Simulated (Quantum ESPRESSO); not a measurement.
# Tl: relaxation of cell and atoms

The run: relaxation of cell and atoms of Tl (P-1, 1 atom in the cell). Method and program: Kohn-Sham DFT of a periodic cell, BLYP with D3(BJ), GBRV 1.5 LDA, no spin polarisation (Quantum ESPRESSO 7.5).

The structure derives from a Materials Project entry.

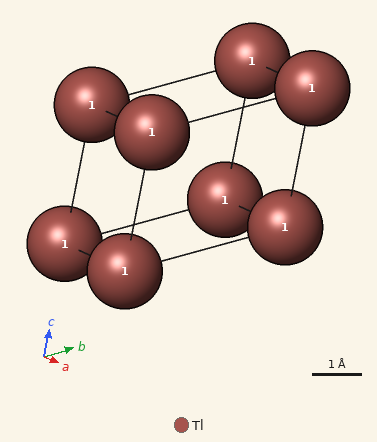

The structure (spheres-only view of the cell of the calculation, set on other vectors, seen slightly off an axis; atoms are numbered from 1 in the order of the input). An atom can appear more than once, as a periodic image.

Input
```
&CONTROL
  calculation = 'vc-relax'
  prefix = 'pwscf'
  outdir = './tmp'
  pseudo_dir = './pseudo'
  tprnfor = .true.
  tstress = .true.
  disk_io = 'low'
  nstep = 40
  forc_conv_thr = 0.0004
  etot_conv_thr = 1d-05
/
&SYSTEM
  ibrav = 0
  nat = 1
  ntyp = 1
  ecutwfc = 45
  ecutrho = 360
  nbnd = 12
  input_dft = 'blyp'
  occupations = 'smearing'
  smearing = 'fd'
  degauss = 0.01469973
  vdw_corr = 'grimme-d3'
  dftd3_version = 4
/
&ELECTRONS
  conv_thr = 2d-10
  electron_maxstep = 120
  mixing_beta = 0.5
/
&IONS
  ion_dynamics = 'bfgs'
/
&CELL
  cell_dynamics = 'bfgs'
  press = 0
  press_conv_thr = 0.3
/
ATOMIC_SPECIES
Tl   204.3800 tl_lda_v1.2.uspp.F.UPF
CELL_PARAMETERS angstrom
  -0.1778653400    2.3920920300    2.5344682900
   2.4197446100   -0.1143066300    2.4709095800
   2.3617700700    2.2705587700   -0.0563320900
ATOMIC_POSITIONS angstrom
Tl     0.0000000000    0.0000000000    0.0000000000
K_POINTS automatic
6 6 7 0 0 0
```

Hardware: 1 thread of Intel Xeon (Sapphire Rapids), 16 GiB of memory available, shared host.

Launch command:
```bash
OMP_NUM_THREADS=1 pw.x -in pw.in > pw.out
```

The program's output
```
This program is part of the open-source Quantum ESPRESSO suite
     for quantum simulation of materials; please cite
         "P. Giannozzi et al., J. Phys.:Condens. Matter 21 395502 (2009);
         "P. Giannozzi et al., J. Phys.:Condens. Matter 29 465901 (2017);
         "P. Giannozzi et al., J. Chem. Phys. 152 154105 (2020);
          URL
     in publications or presentations arising from this work. More details at

     IMPORTANT: XC functional enforced from input :
     Exchange-correlation= BLYP
                           (   1   3   1   3   0   0   0)
     Any further DFT definition will be discarded
     Please, verify this is what you really want

     Message from routine setup:
     using ibrav=0 with symmetry is DISCOURAGED, use correct ibrav instead

     G-vector sticks info
     --------------------
     sticks:   dense  smooth     PW     G-vecs:    dense   smooth      PW
     Sum        1089     541    181                23257     8215    1571

     Using Slab Decomposition

     bravais-lattice index     =            0
     lattice parameter (alat)  =       6.5944  a.u.
     unit-cell volume          =     201.7172 (a.u.)^3
     number of atoms/cell      =            1
     number of atomic types    =            1
     number of electrons       =        13.00
     number of Kohn-Sham states=           12
     kinetic-energy cutoff     =      45.0000  Ry
     charge density cutoff     =     360.0000  Ry
     scf convergence threshold =      2.0E-10
     mixing beta               =       0.5000
     number of iterations used =            8  plain     mixing
     energy convergence thresh.=      1.0E-05
     force convergence thresh. =      4.0E-04
     press convergence thresh. =      3.0E-01
     Exchange-correlation= BLYP
                           (   1   3   1   3   0   0   0)
     nstep                     =           40

     celldm(1)=   6.594378  celldm(2)=   0.000000  celldm(3)=   0.000000
     celldm(4)=   0.000000  celldm(5)=   0.000000  celldm(6)=   0.000000

     crystal axes: (cart. coord. in units of alat)
               a(1) = (  -0.050970   0.685493   0.726293 )
               a(2) = (   0.693417  -0.032756   0.708079 )
               a(3) = (   0.676804   0.650666  -0.016143 )

     reciprocal axes: (cart. coord. in units 2 pi/alat)
               b(1) = ( -0.654213  0.697189  0.672919 )
               b(2) = (  0.687544 -0.697631  0.706691 )
               b(3) = (  0.723844  0.767261 -0.673361 )

     PseudoPot. # 1 for Tl read from file:
     tl_lda_v1.2.uspp.F.UPF
     Pseudo is Ultrasoft + core correction, Zval = 13.0
     Generated by new atomic code, or converted to UPF format
     Using radial grid of  899 points,  6 beta functions with:
                l(1) =   0
                l(2) =   0
                l(3) =   1
                l(4) =   1
                l(5) =   2
                l(6) =   2
     Q(r) pseudized with  6 coefficients,  rinner =    1.100   1.100   1.100
                                                       1.100   1.100

     atomic species   valence    mass     pseudopotential
     Tl               13.00   204.38000     Tl( 1.00)

      2 Sym. Ops., with inversion, found

   Cartesian axes

     site n.     atom                  positions (alat units)
         1        Tl     tau(   1) = (   0.0000000   0.0000000   0.0000000  )

     --------------------------------------------
     DFT-D3 Dispersion Correction (3-body terms):
     --------------------------------------------
       Reference C6 values for interpolation:

         atom   Coordination number   C6
         Tl         0.000          1584.48
         Tl         0.927          1557.24
         Tl         1.930           975.48
         Tl         2.942           779.21

       Values used:

         atom   Coordination number  R0_AB[au]  C6      C8
         Tl         5.819            4.075    779.21 142142.15

         Molecular C6 ( Ry / a.u.^6 ) =       779.21

     number of k points=   128  Fermi-Dirac smearing, width (Ry)=  0.0147

     Number of k-points >= 100: set verbosity='high' to print them.

     Dense  grid:    23257 G-vectors     FFT dimensions: (  40,  40,  40)

     Smooth grid:     8215 G-vectors     FFT dimensions: (  30,  27,  27)

     Check: negative core charge=   -0.000002

     Initial potential from superposition of free atoms

     starting charge      12.9966, renormalised to      13.0000

     negative rho (up, down):  4.842E-02 0.000E+00
     Starting wfcs are    9 randomized atomic wfcs +    3 random wfcs

     Self-consistent Calculation

     iteration #  1     ecut=    45.00 Ry     beta= 0.50
     Davidson diagonalization with overlap
     ethr =  1.00E-02,  avg # of iterations =  6.0

     Threshold (ethr) on eigenvalues was too large:
     Diagonalizing with lowered threshold

     Davidson diagonalization with overlap
     c_bands:  1 eigenvalues not converged
     c_bands:  1 eigenvalues not converged
     c_bands:  1 eigenvalues not converged
     c_bands:  1 eigenvalues not converged
     ethr =  1.42E-05,  avg # of iterations = 10.9

     negative rho (up, down):  4.862E-02 0.000E+00

     total energy              =    -145.08352523 Ry
     estimated scf accuracy    <       0.00186136 Ry

     iteration #  2     ecut=    45.00 Ry     beta= 0.50
     Davidson diagonalization with overlap
     ethr =  1.43E-05,  avg # of iterations =  1.5

     negative rho (up, down):  4.883E-02 0.000E+00

     total energy              =    -145.08379278 Ry
     estimated scf accuracy    <       0.00015888 Ry

     iteration #  3     ecut=    45.00 Ry     beta= 0.50
     Davidson diagonalization with overlap
     ethr =  1.22E-06,  avg # of iterations =  3.2

     negative rho (up, down):  4.894E-02 0.000E+00

     total energy              =    -145.08383101 Ry
     estimated scf accuracy    <       0.00002254 Ry

     iteration #  4     ecut=    45.00 Ry     beta= 0.50
     Davidson diagonalization with overlap
     ethr =  1.73E-07,  avg # of iterations =  2.1

     negative rho (up, down):  4.893E-02 0.000E+00

     total energy              =    -145.08383812 Ry
     estimated scf accuracy    <       0.00000075 Ry

     iteration #  5     ecut=    45.00 Ry     beta= 0.50
     Davidson diagonalization with overlap
     ethr =  5.80E-09,  avg # of iterations =  4.3

     negative rho (up, down):  4.892E-02 0.000E+00

     total energy              =    -145.08383920 Ry
     estimated scf accuracy    <       0.00000023 Ry

     iteration #  6     ecut=    45.00 Ry     beta= 0.50
     Davidson diagonalization with overlap
     ethr =  1.73E-09,  avg # of iterations =  1.8

     negative rho (up, down):  4.891E-02 0.000E+00

     total energy              =    -145.08383934 Ry
     estimated scf accuracy    <       0.00000001 Ry

     iteration #  7     ecut=    45.00 Ry     beta= 0.50
     Davidson diagonalization with overlap
     ethr =  9.60E-11,  avg # of iterations =  4.3

     negative rho (up, down):  4.891E-02 0.000E+00

     total energy              =    -145.08383939 Ry
     estimated scf accuracy    <          2.4E-09 Ry

     iteration #  8     ecut=    45.00 Ry     beta= 0.50
     Davidson diagonalization with overlap
     ethr =  1.85E-11,  avg # of iterations =  2.4

     negative rho (up, down):  4.891E-02 0.000E+00

     End of self-consistent calculation

     Number of k-points >= 100: set verbosity='high' to print the bands.

     the Fermi energy is    10.5201 ev

!    total energy              =    -145.08383940 Ry
     estimated scf accuracy    <          2.1E-11 Ry
     smearing contrib. (-TS)   =      -0.00544569 Ry
     internal energy E=F+TS    =    -145.07839371 Ry

     The total energy is F=E-TS. E is the sum of the following terms:
     one-electron contribution =     -21.63156517 Ry
     hartree contribution      =      21.79554550 Ry
     xc contribution           =     -62.06434431 Ry
     ewald contribution        =     -83.11968073 Ry
     DFT-D3 Dispersion         =      -0.05834899 Ry

     convergence has been achieved in   8 iterations

     negative rho (up, down):  4.891E-02 0.000E+00

     Forces acting on atoms (cartesian axes, Ry/au):

     atom    1 type  1   force =     0.00000000    0.00000000    0.00000000

     Total force =     0.000000     Total SCF correction =     0.000000

     Computing stress (Cartesian axis) and pressure

     negative rho (up, down):  4.891E-02 0.000E+00
          total   stress  (Ry/bohr**3)                   (kbar)     P=        5.49
   0.00003598   0.00007189   0.00002563            5.29       10.58        3.77
   0.00007189   0.00003836  -0.00000741           10.58        5.64       -1.09
   0.00002563  -0.00000741   0.00003757            3.77       -1.09        5.53

     BFGS Geometry Optimization
     Energy error            =      8.0E-05 Ry
     Gradient error          =      0.0E+00 Ry/Bohr
     Cell gradient error     =      1.1E+01 kbar

     number of scf cycles    =   1
     number of bfgs steps    =   0

     enthalpy           new  =    -145.0838393971 Ry

     new trust radius        =       0.0059921034 bohr
     new conv_thr            =       0.0000000002 Ry

     new unit-cell volume =    202.28139 a.u.^3 (    29.97501 Ang^3 )
     density =     11.32213 g/cm^3

CELL_PARAMETERS (angstrom)
  -0.172102201   2.393596984   2.536291776
   2.423298548  -0.110524862   2.474801818
   2.367939317   2.276991807  -0.055292639

ATOMIC_POSITIONS (angstrom)
Tl               0.0000000000        0.0000000000        0.0000000000

     NEW-OLD atomic charge density approx. for the potential
     New effective cutoffs (rho, wfc):  360.67   45.08

     Check: negative core charge=   -0.000002

     negative rho (up, down):  4.892E-02 0.000E+00

     Self-consistent Calculation

     iteration #  1     ecut=    45.00 Ry     beta= 0.50
     Davidson diagonalization with overlap
     ethr =  1.00E-06,  avg # of iterations =  4.7

     Threshold (ethr) on eigenvalues was too large:
     Diagonalizing with lowered threshold

     Davidson diagonalization with overlap
     ethr =  9.08E-10,  avg # of iterations =  4.6

     negative rho (up, down):  4.892E-02 0.000E+00

     total energy              =    -145.08391380 Ry
     estimated scf accuracy    <       0.00000016 Ry

     iteration #  2     ecut=    45.00 Ry     beta= 0.50
     Davidson diagonalization with overlap
     ethr =  1.20E-09,  avg # of iterations =  1.0

     negative rho (up, down):  4.892E-02 0.000E+00

     total energy              =    -145.08391485 Ry
     estimated scf accuracy    <       0.00000003 Ry

[... 86 further cycles ...]
     iteration #  2     ecut=    45.00 Ry     beta= 0.50
     Davidson diagonalization with overlap
     ethr =  1.32E-05,  avg # of iterations =  2.3

     negative rho (up, down):  4.885E-02 0.000E+00

     total energy              =    -145.08452572 Ry
     estimated scf accuracy    <       0.00013413 Ry

     iteration #  3     ecut=    45.00 Ry     beta= 0.50
     Davidson diagonalization with overlap
     ethr =  1.03E-06,  avg # of iterations =  3.3

     negative rho (up, down):  4.898E-02 0.000E+00

     total energy              =    -145.08456009 Ry
     estimated scf accuracy    <       0.00002064 Ry

     iteration #  4     ecut=    45.00 Ry     beta= 0.50
     Davidson diagonalization with overlap
     ethr =  1.59E-07,  avg # of iterations =  2.0

     negative rho (up, down):  4.898E-02 0.000E+00

     total energy              =    -145.08456653 Ry
     estimated scf accuracy    <       0.00000076 Ry

     iteration #  5     ecut=    45.00 Ry     beta= 0.50
     Davidson diagonalization with overlap
     ethr =  5.84E-09,  avg # of iterations =  3.4

     negative rho (up, down):  4.897E-02 0.000E+00

     total energy              =    -145.08456746 Ry
     estimated scf accuracy    <       0.00000020 Ry

     iteration #  6     ecut=    45.00 Ry     beta= 0.50
     Davidson diagonalization with overlap
     ethr =  1.54E-09,  avg # of iterations =  1.9

     negative rho (up, down):  4.897E-02 0.000E+00

     total energy              =    -145.08456761 Ry
     estimated scf accuracy    <       0.00000001 Ry

     iteration #  7     ecut=    45.00 Ry     beta= 0.50
     Davidson diagonalization with overlap
     ethr =  1.13E-10,  avg # of iterations =  4.2

     negative rho (up, down):  4.897E-02 0.000E+00

     total energy              =    -145.08456766 Ry
     estimated scf accuracy    <          5.6E-09 Ry

     iteration #  8     ecut=    45.00 Ry     beta= 0.50
     Davidson diagonalization with overlap
     ethr =  4.28E-11,  avg # of iterations =  2.0

     negative rho (up, down):  4.897E-02 0.000E+00

     total energy              =    -145.08456766 Ry
     estimated scf accuracy    <          3.6E-10 Ry

     iteration #  9     ecut=    45.00 Ry     beta= 0.50
     Davidson diagonalization with overlap
     ethr =  2.80E-12,  avg # of iterations =  3.8

     negative rho (up, down):  4.897E-02 0.000E+00

     total energy              =    -145.08456767 Ry
     estimated scf accuracy    <          8.4E-12 Ry

     iteration # 10     ecut=    45.00 Ry     beta= 0.50
     Davidson diagonalization with overlap
     ethr =  1.00E-13,  avg # of iterations =  4.2

     negative rho (up, down):  4.897E-02 0.000E+00

     total energy              =    -145.08456767 Ry
     estimated scf accuracy    <          3.1E-12 Ry

     iteration # 11     ecut=    45.00 Ry     beta= 0.50
     Davidson diagonalization with overlap
     ethr =  1.00E-13,  avg # of iterations =  1.9

     negative rho (up, down):  4.897E-02 0.000E+00

     End of self-consistent calculation

     Number of k-points >= 100: set verbosity='high' to print the bands.

     the Fermi energy is    10.4016 ev

!    total energy              =    -145.08456767 Ry
     estimated scf accuracy    <          7.7E-13 Ry
     smearing contrib. (-TS)   =      -0.00566769 Ry
     internal energy E=F+TS    =    -145.07889998 Ry

     The total energy is F=E-TS. E is the sum of the following terms:
     one-electron contribution =     -21.69645330 Ry
     hartree contribution      =      21.79315996 Ry
     xc contribution           =     -62.06035426 Ry
     ewald contribution        =     -83.05730066 Ry
     DFT-D3 Dispersion         =      -0.05795170 Ry

     convergence has been achieved in  11 iterations

     negative rho (up, down):  4.897E-02 0.000E+00

     Forces acting on atoms (cartesian axes, Ry/au):

     atom    1 type  1   force =     0.00000000    0.00000000    0.00000000

     Total force =     0.000000     Total SCF correction =     0.000000

     Computing stress (Cartesian axis) and pressure

     negative rho (up, down):  4.897E-02 0.000E+00
          total   stress  (Ry/bohr**3)                   (kbar)     P=        1.21
   0.00000565   0.00001435   0.00000618            0.83        2.11        0.91
   0.00001435   0.00001242  -0.00000013            2.11        1.83       -0.02
   0.00000618  -0.00000013   0.00000654            0.91       -0.02        0.96

=------------------------------------------------------------------------------=
   JOB DONE.
=------------------------------------------------------------------------------=
```

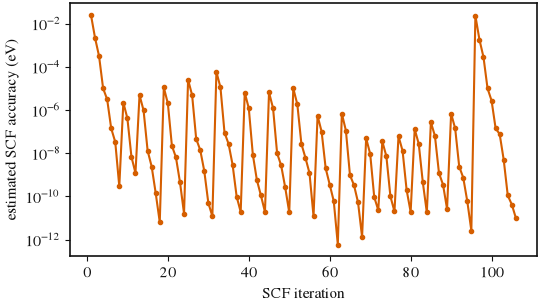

Convergence of the self-consistent field: estimated SCF accuracy against the iteration. The field takes 106 iterations in all.

Key numbers

| quantity | value |
| --- | --- |
| outcome | converged |
| space group (tolerance 0.01 Å) | P-1 (2) |
| electrons treated | 13 |
| free energy | −1973.9761 eV |
| Fermi energy | 10.402 eV |
| gap on the k-point mesh | none (metallic) |
| pressure | 0.12 GPa |
| final volume | 30.06 Å³ |
| largest force (length of the vector) at the end | under 0.001 eV/Å |
| final cell | a = 3.498 Å, b = 3.506 Å, c = 3.383 Å, α = 61.15°, β = 62.45°, γ = 59.84° |
| wall time | 4.4 min |
| peak memory | 0.15 GiB |

Notes

Further notes kept with the run: potentials made for another functional. Notes on the run: negative rho. Points of doubt noted for this run: coarse mesh; potentials made for another functional. Spin–orbit coupling is left out, which matters for Tl.
